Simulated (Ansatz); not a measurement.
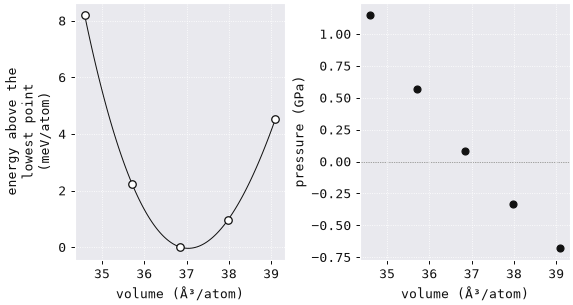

The plot gives the computed energy above the lowest point and pressure against volume for KBr, space group Fm-3m (No. 225) (one of a set of cubic test structures, which need not be the stable phase).

Computed with Ansatz 0.2.0 development build: equation of state of a cubic crystal from periodic Kohn-Sham density functional theory without spin, third-order Birch-Murnaghan fit to the free energies; pressure corrected for the finite basis. Level: HSE06.

structure type rock salt; atoms in cell 2; space group number 225; lattice centring face-centred primitive; k mesh 4×4×4; occupation method Fermi–Dirac; occupation width 0.05 eV; wave cutoff 420 eV; datasets soft-1 PAW; density tolerance 1e−07 eV; bands 12; density cutoff ratio 4; search for lower states default; exchange singularity Wigner-Seitz.

> How stiff is the solid, and where is its volume at rest?

A third-order Birch–Murnaghan fit gives V0 = 37.04 Å³/atom, B0 = 14.2 GPa and B′ = 4.9.

> Read off the course of the pressure.

It falls from 1.152 GPa at volume 34.59 Å³/atom to −0.680 GPa at 39.10 Å³/atom, and changes sign near 37.1 Å³/atom.
